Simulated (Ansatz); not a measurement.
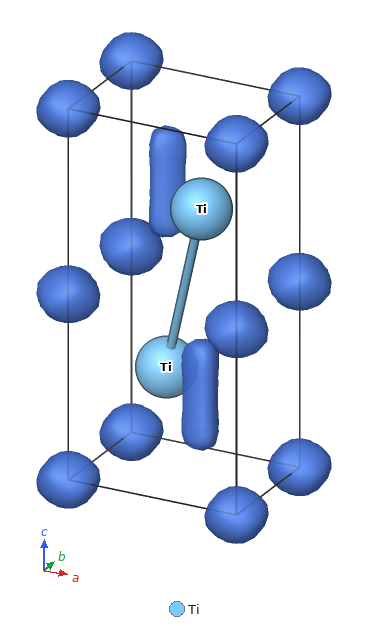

Figure. Ti. Isosurface of the electron localisation function at 0.7 (blue), seen slightly off an axis. Core shells and regions of very low density are left out. Sticks mark near contacts.

Space group P6₃/mmc; computed pressure about −6 GPa in this cell.

The calculation used Kohn-Sham DFT of a periodic cell, r2SCAN, Ansatz PAW (Ansatz).

Question: What do the ELF domains correspond to?

Answer: The ELF exceeds this value in four pockets between the atoms, centred on no nucleus (multi-centre or interstitial), counted in one cell of 2 atoms. Any copies at cell faces, edges or corners count once. There are no localised bonds or lone pairs at this value. Profiles from the grid: Ti–Ti (2.93 Å): the ELF is about 0.20 at the midpoint; no localised pair shows between them. Ti–Ti (2.99 Å): the ELF is about 0.30 at the midpoint: no shared electron pair shows on this line.
